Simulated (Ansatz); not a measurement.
## Molecular dynamics, with input and output: TiSi$_{2}$ (part 3 of 4)

Continued. System: TiSi$_{2}$ (Fddd, 24 atoms in the cell). Method: DFT PBEsol, scalar-relativistic, plane waves, PAW, PAW set soft_1, no spin polarisation (Ansatz 0.2.0); cutoff 420 eV, 3×2×2 k-mesh, Fermi–Dirac smearing of 0.17 eV. The structure derives from a Materials Project entry. It belongs to a series of runs on one base structure; here: dynamics from the start.

Geometry of the input (Å; fractional positions):
```
4.8574  0.0000  0.0000
0.0000  8.3701  0.0000
0.0000  0.0000  8.6656
Ti 0.5000  0.5000  0.5000
Ti 0.7500  0.7500  0.7500
Si 0.5000  0.8374  0.5000
Si 0.5000  0.1626  0.5000
Si 0.2500  0.0874  0.2500
Si 0.2500  0.4126  0.2500
Ti 0.0000  0.0000  0.5000
Ti 0.2500  0.2500  0.7500
Si 0.0000  0.3374  0.5000
Si 0.0000  0.6626  0.5000
Si 0.7500  0.5874  0.2500
Si 0.7500  0.9126  0.2500
Ti 0.0000  0.5000  0.0000
Ti 0.2500  0.7500  0.2500
Si 0.0000  0.8374  0.0000
Si 0.0000  0.1626  0.0000
Si 0.7500  0.0874  0.7500
Si 0.7500  0.4126  0.7500
Ti 0.5000  0.0000  0.0000
Ti 0.7500  0.2500  0.2500
Si 0.5000  0.3374  0.0000
Si 0.5000  0.6626  0.0000
Si 0.2500  0.5874  0.7500
Si 0.2500  0.9126  0.7500
```

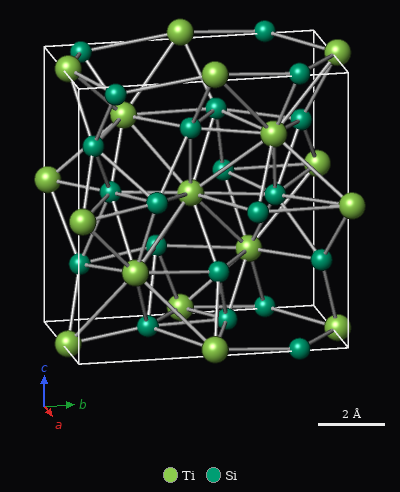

Fig. 1: The geometry at step 60 of the log (ball-and-stick view of the cell of the calculation, seen slightly off an axis).

Trajectory as extended XYZ, continued:
```
24
Lattice="4.8574 0.0000 0.0000 0.0000 8.3701 0.0000 0.0000 0.0000 8.6656" Properties=species:S:1:pos:R:3:forces:R:3 step=22 time_fs=44.0 energy=-29746.53853 temperature=1310.6
Ti    2.5195    4.1189    4.4387   -1.1668   1.0372  -0.8594
Ti    3.4816    6.3346    6.5709    1.5798   0.1543  -1.3685
Si    2.3966    7.0534    4.2955    0.2688  -0.7029   0.5686
Si    2.3398    1.2422    4.4069    0.2357   1.1585   0.0872
Si    1.3537    0.7531    2.3020   -0.2605  -0.1685  -1.0685
Si    1.0964    3.4245    2.2642    1.8892  -0.3598   1.2075
Ti   -0.0754   -0.2233    4.1568    0.8234   2.0786   2.4835
Ti    0.9630    2.1874    6.6574    2.2168  -0.2618   0.4653
Si   -0.0101    3.0259    4.6215   -0.2310  -0.2517  -1.5147
Si    0.0714    5.5086    4.2862   -0.2495   0.0620   0.8326
Si    3.8570    4.9622    2.0932   -1.5478   0.2429   1.6653
Si    3.7074    7.6818    2.1460   -0.6610  -0.3512  -1.1815
Ti    0.1794    4.2327    0.2227   -0.9788  -1.0505  -2.9094
Ti    1.4579    6.1530    2.2248   -1.7030   0.4877  -0.8676
Si    0.0233    6.8813    0.0226    0.4910   0.1090  -0.0880
Si    0.1206    0.9785    0.1576   -0.6614   1.0700  -0.3287
Si    3.4599    0.8669    6.4991    1.3207  -0.0754   0.2171
Si    3.4227    3.5158    6.6472    0.5718  -0.1466   1.0144
Ti    2.4686   -0.2373   -0.1443   -0.4236   1.7576   1.6100
Ti    3.7142    2.2450    2.3276   -0.4119  -1.7325   0.0189
Si    2.4755    2.5936    0.1686   -0.3893   0.4628  -0.5185
Si    2.5321    5.6208   -0.0065   -0.3382  -1.3900   0.8171
Si    1.1372    5.1130    6.6948    0.1092  -0.4247  -0.9503
Si    1.2194    8.0401    6.2897   -0.4835  -1.7051   0.6676
24
Lattice="4.8574 0.0000 0.0000 0.0000 8.3701 0.0000 0.0000 0.0000 8.6656" Properties=species:S:1:pos:R:3:forces:R:3 step=30 time_fs=60.0 energy=-29746.39003 temperature=1180.0
Ti    2.5014    4.2141    4.4482   -1.1766  -0.1556  -0.3003
Ti    3.5379    6.3500    6.5814    1.0018   0.1513  -2.1031
Si    2.3418    6.9816    4.1477    0.9448  -0.3625   1.2926
Si    2.4583    1.2268    4.4190   -0.1068   0.9279   0.3747
Si    1.3556    0.7024    2.3482   -0.3388   0.1380  -1.1769
Si    1.1727    3.3975    2.1684    1.6268  -0.6486   1.8490
Ti   -0.0299   -0.2482    4.2117   -0.2407   1.6558   1.6817
Ti    0.9682    2.1606    6.6825    2.9241  -0.5297   0.5711
Si   -0.1581    3.0244    4.7770    0.2924  -0.7329  -1.8472
Si   -0.0199    5.3903    4.3367    0.4311   0.9715   0.4262
Si    3.8913    4.9697    2.1700   -2.3250  -0.0572   1.3786
Si    3.6691    7.7250    2.1588   -0.2423  -0.6341  -1.2224
Ti    0.0846    4.2228    0.2663    0.1482  -0.9570  -3.6782
Ti    1.3552    6.0799    2.1308   -0.7625   0.9576  -0.0461
Si    0.0077    6.8353   -0.0223    0.5673   0.7975   0.4658
Si    0.0265    1.0188    0.1170   -0.1114   0.5595   0.1470
Si    3.5766    0.8860    6.5736    0.3235  -0.3462  -0.3015
Si    3.5064    3.6564    6.8720   -0.4118  -0.4534  -0.5458
Ti    2.3708   -0.2326   -0.1824    0.3839   1.5432   2.1404
Ti    3.7883    2.1074    2.3174   -0.1614  -0.8067   0.8950
Si    2.6184    2.5532    0.2872   -1.3025   0.6704  -1.5475
Si    2.5917    5.6059   -0.0333   -0.8573  -1.3168   1.2085
Si    1.1689    5.1945    6.6244    0.0368  -0.8233  -0.1178
Si    1.3088    7.8536    6.2665   -0.6437  -0.5486   0.4561
24
Lattice="4.8574 0.0000 0.0000 0.0000 8.3701 0.0000 0.0000 0.0000 8.6656" Properties=species:S:1:pos:R:3:forces:R:3 step=38 time_fs=76.0 energy=-29746.37556 temperature=1349.4
Ti    2.4347    4.2486    4.3907   -1.4552  -1.1172   0.7646
Ti    3.5916    6.3907    6.5305    0.5347  -0.3006  -0.7282
Si    2.3568    6.7895    4.1116    0.5117   0.8161   0.8640
Si    2.4494    1.3882    4.5039   -0.3881  -0.0106   0.1337
Si    1.3197    0.8305    2.3298   -0.0291  -0.5356  -0.4023
Si    1.2051    3.3600    2.2516    0.8296   0.0268   0.4485
Ti   -0.0035   -0.2223    4.2976   -0.9796   1.3068   0.0414
Ti    1.0968    2.2228    6.7362    1.6360  -0.4618  -0.4119
Si   -0.3503    2.9994    4.7896    1.6188  -1.5301  -0.4651
Si   -0.1541    5.3044    4.3375    1.6874   2.0008   1.2888
Si    3.8115    4.9125    2.3278   -2.0495  -0.6054  -1.4285
Si    3.4530    7.7095    2.0859    1.1763  -0.7091   0.5337
Ti    0.0190    4.2297    0.2062    1.5386  -0.6899  -0.1438
Ti    1.1828    6.0602    2.0025    0.7849   0.8202   2.2611
Si    0.0449    6.8355    0.0308   -0.6766   1.1639  -0.5786
Si   -0.0658    1.1519    0.0763    0.8064  -0.1473   0.5218
Si    3.6726    0.9335    6.6344   -0.4264  -0.9028  -0.7557
Si    3.5997    3.7272    7.0158   -1.4387  -0.8125  -2.5365
Ti    2.3071   -0.2069   -0.0689    0.7167   1.3082   0.4231
Ti    3.8953    1.9902    2.3826   -1.7550   0.1473   0.0236
Si    2.6714    2.5454    0.2962   -1.5123   0.6805  -0.6772
Si    2.5894    5.4675    0.0334   -0.5847   0.0375   0.0574
Si    1.1853    5.1723    6.6017    0.1747  -0.8128   0.1175
Si    1.3887    7.7028    6.2738   -0.7206   0.3278   0.6485
24
Lattice="4.8574 0.0000 0.0000 0.0000 8.3701 0.0000 0.0000 0.0000 8.6656" Properties=species:S:1:pos:R:3:forces:R:3 step=45 time_fs=90.0 energy=-29745.97033 temperature=1483.3
Ti    2.3181    4.2527    4.2502   -0.0950  -1.9141   2.8492
Ti    3.6601    6.3886    6.4866   -0.1713  -0.0346   0.2396
Si    2.4708    6.6465    4.1598   -0.3907   2.0927   0.3126
Si    2.3155    1.5291    4.5833   -0.3876  -0.4371  -0.7737
Si    1.3462    0.8807    2.2654   -0.4190  -0.6987  -0.0238
Si    1.1688    3.3196    2.3134    0.4063   0.6229  -0.6764
Ti    0.0183   -0.0723    4.3530   -1.0220   0.6092  -0.3220
Ti    1.1691    2.2498    6.7773    0.6660  -0.4024  -0.7330
Si   -0.4173    2.8017    4.8835    1.2276  -0.1098  -1.0761
Si   -0.2000    5.3687    4.3472    1.6149   0.8247   0.7914
Si    3.7001    4.8006    2.3576   -0.6089  -0.2742  -2.0849
Si    3.3155    7.7441    2.1846    1.6097  -0.8116   0.2668
Ti   -0.0120    4.1900    0.1190    1.6234  -0.2660   1.2328
Ti    1.0673    6.1355    2.0071    1.4467   0.0493   2.7271
Si    0.0350    6.8244    0.0217   -0.9717   1.2911  -0.9089
Si   -0.1609    1.2505   -0.0259    1.3178  -0.5028   1.1728
Si    3.6301    0.9283    6.5857   -0.1510  -1.0741  -0.6536
Si    3.5307    3.7743    6.9538   -1.2202  -0.8647  -2.5039
Ti    2.3088   -0.1028   -0.0278    0.4626   0.3914  -0.0576
Ti    3.9155    1.9657    2.4149   -2.3527   0.2951  -0.2848
Si    2.6555    2.5891    0.2730   -1.5458   0.6970  -0.1505
Si    2.5224    5.2918    0.0991   -0.4292   1.0203  -0.0743
Si    1.2058    5.1824    6.5988    0.0223  -0.9433  -0.0749
Si    1.4332    7.6609    6.2598   -0.6321   0.4397   0.8063
24
Lattice="4.8574 0.0000 0.0000 0.0000 8.3701 0.0000 0.0000 0.0000 8.6656" Properties=species:S:1:pos:R:3:forces:R:3 step=52 time_fs=104.0 energy=-29745.96379 temperature=1595.0
Ti    2.2463    4.1500    4.2647    1.6569   0.4116   3.1798
Ti    3.6861    6.3549    6.4338   -0.4667   0.5264   1.0897
Si    2.5293    6.6877    4.1805   -0.7707   0.5162   1.3209
Si    2.2028    1.6037    4.6166    0.2993  -0.8416  -1.5693
Si    1.3283    0.8133    2.1882   -0.4105  -0.4786   0.2728
Si    1.1466    3.2716    2.4068    0.1339   0.6393  -1.4120
Ti    0.0508    0.0082    4.4078   -0.9656  -0.2635  -0.8321
Ti    1.2264    2.1801    6.7786    0.7572   0.1737  -0.4593
Si   -0.3586    2.6415    4.9748    0.2691   0.6761  -1.6161
Si   -0.0614    5.4576    4.4152    0.4211  -0.0001  -0.6187
Si    3.6340    4.6923    2.3082    0.4807   0.3524  -0.0259
Si    3.2899    7.7548    2.3589    1.7573  -0.1432  -1.4746
Ti    0.0182    4.1841    0.1449    0.3442  -0.5863   0.0254
Ti    1.0932    6.1929    2.1423    0.3059  -0.1066   0.9666
Si   -0.0689    6.8598    0.0087    0.0102   0.8939   0.2730
Si   -0.0795    1.2455   -0.1564    0.0064  -0.3513   2.1774
Si    3.5608    0.8372    6.5188    0.2899  -0.6691  -0.2694
Si    3.3673    3.8597    6.8641    0.2267  -1.3013  -0.9492
Ti    2.3748    0.0724   -0.0315    0.1821  -1.2314   0.3791
Ti    3.9545    1.9293    2.4548   -2.8159   0.3692  -0.4204
Si    2.6263    2.6181    0.3332   -0.7840   0.6435  -0.4404
Si    2.4356    5.1851    0.2645    0.0332   1.1539  -0.7950
Si    1.2567    5.1469    6.6285   -0.6375  -0.5951   0.0036
Si    1.4168    7.6348    6.2694   -0.3234   0.2120   1.1941
24
Lattice="4.8574 0.0000 0.0000 0.0000 8.3701 0.0000 0.0000 0.0000 8.6656" Properties=species:S:1:pos:R:3:forces:R:3 step=60 time_fs=120.0 energy=-29744.85216 temperature=1253.8
Ti    2.3488    4.0259    4.4606    0.9394   1.6996   0.7122
Ti    3.6798    6.3132    6.5392   -0.5965   0.3507  -0.1925
Si    2.4599    6.6319    4.2782    0.6938   0.9313   0.4057
Si    2.1464    1.5863    4.5713    0.9366  -1.2280  -1.5699
Si    1.4537    0.7839    2.1644   -1.4712  -0.0117   0.5564
Si    1.1315    3.2241    2.5140    0.7631   1.3371  -0.5958
Ti    0.0818    0.0974    4.4910   -0.7846  -2.0311  -1.9067
Ti    1.2580    2.1871    6.7173    0.4209  -0.0381   0.2482
Si   -0.3080    2.4973    4.8317    0.2081   2.0452  -0.0712
Si    0.1606    5.5247    4.4889   -1.1515  -0.1105  -0.0903
Si    3.5816    4.6235    2.2724    1.0597   0.4482   1.7450
Si    3.3958    7.8642    2.4017    1.3127  -1.7987  -0.4846
Ti    0.1370    4.1990    0.2337   -1.7032  -1.1711  -0.7654
Ti    1.1157    6.1102    2.2462   -0.0339   0.5652   0.2532
Si   -0.1754    6.8916    0.0121    0.6903   0.5651   1.4649
Si   -0.0180    1.1452   -0.2471   -0.0749   0.1732   2.2675
Si    3.5561    0.7401    6.4547    0.0955  -0.0009   0.0453
Si    3.2856    3.8165    6.7708    1.8299  -1.1857   0.6536
Ti    2.4789    0.1964   -0.0295   -0.2816  -2.2332   0.2884
Ti    3.9980    1.9444    2.5151   -3.1626  -0.0806  -1.4694
Si    2.5214    2.6569    0.3884   -0.1013   0.6936  -0.5899
Si    2.3700    5.1427    0.4182    0.9942   1.3436  -2.3267
Si    1.2096    5.0718    6.7402   -0.5012   0.0009  -0.3670
Si    1.4185    7.6695    6.2870   -0.0815  -0.2639   1.7890
24
Lattice="4.8574 0.0000 0.0000 0.0000 8.3701 0.0000 0.0000 0.0000 8.6656" Properties=species:S:1:pos:R:3:forces:R:3 step=68 time_fs=136.0 energy=-29744.88099 temperature=1471.8
Ti    2.4348    4.0348    4.5736   -0.1435   0.5321  -0.4200
Ti    3.7122    6.3102    6.7479   -1.1541  -0.2020  -1.9657
Si    2.3961    6.5866    4.3617    1.3193   1.6351   0.6537
Si    2.1422    1.4206    4.3470    1.2966   0.6371   1.1657
Si    1.5924    0.7733    2.1854   -2.4841  -0.3962  -0.4534
Si    1.2147    3.2180    2.5297   -0.2108   0.9777   0.1967
Ti    0.0816    0.1472    4.3898   -0.5536  -3.4431  -0.1421
Ti    1.2604    2.2277    6.6533    0.1513  -1.1119   0.3891
Si   -0.3635    2.4350    4.7880    0.4633   2.5446   0.6022
Si    0.2030    5.4632    4.5444   -1.7070  -0.0596   0.1575
Si    3.5879    4.5747    2.3612    0.7961   1.1073   0.6286
Si    3.5327    7.8514    2.4002    0.9543  -2.2098  -0.6605
Ti    0.1931    4.1221    0.3113   -3.7225  -0.8319  -0.9642
Ti    1.1645    6.0606    2.2905   -0.2083   0.7388   0.3628
Si   -0.1535    6.9804    0.1415    0.8999  -0.3123   1.5701
Si    0.0137    1.0466   -0.1636    0.1977   1.0369   0.9645
Si    3.5431    0.7007    6.4304    0.3693   0.2079   0.1337
Si    3.3937    3.7372    6.7496    1.7945  -0.9165   1.4171
Ti    2.4848    0.0673   -0.0746   -0.0962  -0.6593   1.2753
Ti    3.8825    1.9904    2.5344   -1.4162  -0.0552  -2.4040
Si    2.3081    2.7476    0.4132    1.1012  -1.5465  -0.9693
Si    2.2795    5.0746    0.3853    2.8770   2.6640  -1.5012
Si    1.1823    4.9924    6.7869   -0.0524   0.1552  -0.4732
Si    1.3608    7.7229    6.4153   -0.4720  -0.4923   0.4363
24
Lattice="4.8574 0.0000 0.0000 0.0000 8.3701 0.0000 0.0000 0.0000 8.6656" Properties=species:S:1:pos:R:3:forces:R:3 step=75 time_fs=150.0 energy=-29745.87975 temperature=1940.6
Ti    2.5050    4.1260    4.5826   -0.7890  -0.7127   0.7952
Ti    3.7685    6.3547    6.7752   -1.2374  -0.4529  -0.7915
Si    2.4989    6.6446    4.4275    0.2595   1.5160   0.3793
Si    2.1821    1.3284    4.2521    0.7614   0.9382   2.5815
Si    1.5639    0.6993    2.2148   -2.3291  -1.1013  -1.0991
Si    1.2973    3.2594    2.4816   -1.0718   0.4308   0.9852
Ti    0.0293    0.0609    4.3375    0.4431  -1.9184   0.5918
Ti    1.3388    2.1871    6.5876   -0.2286  -0.9530   0.8486
Si   -0.3977    2.4379    4.8791    0.3218   1.6120  -1.3180
Si    0.1605    5.4477    4.5606   -0.9288   0.0242   0.1456
Si    3.5805    4.5775    2.4549    1.0339   1.0754  -0.5828
Si    3.6645    7.6711    2.4210   -0.7699  -1.0182  -0.6885
Ti    0.1178    4.0779    0.3650   -2.5103   0.5120  -0.9576
Ti    1.1798    6.0715    2.2869    0.7986   0.1955   0.9953
Si   -0.0617    7.1147    0.4389    0.0500  -1.4670  -1.5438
Si    0.1282    1.0452   -0.0723   -0.8428   1.4597   0.0948
Si    3.6261    0.7014    6.3632   -0.5251  -0.2895   1.6974
Si    3.5688    3.6537    6.8549    0.5194  -0.3413   0.3071
Ti    2.4423   -0.0781   -0.0491    1.0174   0.0545   1.1100
Ti    3.7131    1.9331    2.4562    1.1775   0.8736  -1.5006
Si    2.1167    2.7484    0.3836    2.3460  -1.8656  -1.0271
Si    2.3507    5.1276    0.1996    1.8065   2.1140   0.5254
Si    1.1428    5.0372    6.8780    0.1798  -0.2297  -1.5390
Si    1.1969    7.7248    6.4897    0.5178  -0.4564  -0.0093
24
Lattice="4.8574 0.0000 0.0000 0.0000 8.3701 0.0000 0.0000 0.0000 8.6656" Properties=species:S:1:pos:R:3:forces:R:3 step=82 time_fs=164.0 energy=-29745.74960 temperature=1922.9
Ti    2.5542    4.1707    4.6098   -1.3916  -0.7540   1.5217
Ti    3.7712    6.4039    6.7244   -1.7763  -0.9789  -0.0730
Si    2.5781    6.8140    4.4596   -0.9775   0.4857   0.5547
Si    2.1940    1.3556    4.2968    0.4133   0.3177   1.3591
Si    1.4117    0.6941    2.1993   -1.2202  -0.7483   0.2738
Si    1.3069    3.3849    2.5310   -0.5834  -0.2352   0.0631
Ti   -0.0260   -0.0466    4.3790    0.7675  -0.5585  -0.2681
Ti    1.3774    2.1491    6.6013   -0.3951  -0.6694   0.9709
Si   -0.3305    2.4854    4.9342    0.1135   1.0487  -2.3592
Si    0.0616    5.3986    4.6070    0.1986   0.1982  -0.2845
Si    3.6459    4.6618    2.5723    0.7517   0.5500  -1.4799
Si    3.6325    7.4242    2.4026   -0.9637   0.2459   0.0244
Ti    0.0379    4.0035    0.4406   -0.3026   0.9404  -1.0266
Ti    1.2363    6.0784    2.2942    1.0683  -0.2185   1.7858
Si    0.0948    7.1945    0.5887   -0.6923  -1.6496  -3.2019
Si    0.2556    1.0331    0.0123   -2.1100   1.9385  -0.5540
Si    3.6394    0.7660    6.3633   -0.7249  -0.6471   2.0770
Si    3.7445    3.6205    6.9575   -0.6467  -0.3436  -0.7071
Ti    2.4465   -0.1655    0.0295    1.6082   0.1346   0.6169
Ti    3.6104    1.9267    2.3760    1.9376   0.4474  -0.4047
Si    2.1287    2.6208    0.3009    2.1064   0.0216   0.3920
Si    2.4588    5.1980    0.0547    0.6730   1.0705   1.8035
Si    1.1293    5.1415    6.8708    0.2087  -0.7826  -1.2922
Si    0.9909    7.6867    6.5852    1.9378   0.1865   0.2081
24
Lattice="4.8574 0.0000 0.0000 0.0000 8.3701 0.0000 0.0000 0.0000 8.6656" Properties=species:S:1:pos:R:3:forces:R:3 step=90 time_fs=180.0 energy=-29745.74736 temperature=1779.3
Ti    2.4402    4.2111    4.7262   -0.3743  -0.7710   0.2975
Ti    3.7213    6.3740    6.6367   -1.4968  -0.5772   0.8119
Si    2.5738    6.9266    4.4314   -1.7039   0.2420   1.0618
Si    2.2576    1.4794    4.3922   -0.1720  -0.4081  -0.0956
Si    1.2500    0.6251    2.2175   -0.2082  -0.0771   1.1602
Si    1.2265    3.4355    2.6591   -0.2801  -0.5700  -0.6894
Ti   -0.1014   -0.1646    4.4572    1.5474   0.6040  -0.5389
Ti    1.4141    2.1645    6.7196   -1.9359  -0.4853  -0.8218
Si   -0.3046    2.5829    4.8352    0.7687   0.3475  -1.1162
Si   -0.0926    5.3782    4.6111    1.8707   0.4930   1.0638
Si    3.7441    4.8231    2.7302   -0.6323  -1.5993  -2.9439
Si    3.5125    7.1493    2.3212    1.3293   2.0930  -0.2707
Ti   -0.0100    3.9781    0.4356    1.4890   0.4323  -0.0639
Ti    1.3554    6.0743    2.3436   -1.2992  -0.5783   1.2812
Si    0.2172    7.1393    0.5544   -1.3554  -1.1470  -2.2410
Si    0.2770    1.0483    0.0398   -2.2319   1.8384  -0.2133
Si    3.5330    0.7658    6.3948    0.1898  -0.6304   1.6301
Si    3.7145    3.5630    6.9980   -0.5137  -0.1983  -1.2531
Ti    2.4697   -0.1568    0.1513    1.7513  -0.3807  -0.1366
Ti    3.5979    1.9710    2.2236    1.3418  -0.0574   1.5467
Si    2.4049    2.4361    0.1742    0.7581   1.5469   0.9417
Si    2.6699    5.3682    0.1163   -0.9343   0.3189   0.7415
Si    1.1645    5.1655    6.7908    0.5031  -1.2644   0.2026
Si    0.9765    7.6012    6.7795    1.5886   0.8285  -0.3545
```
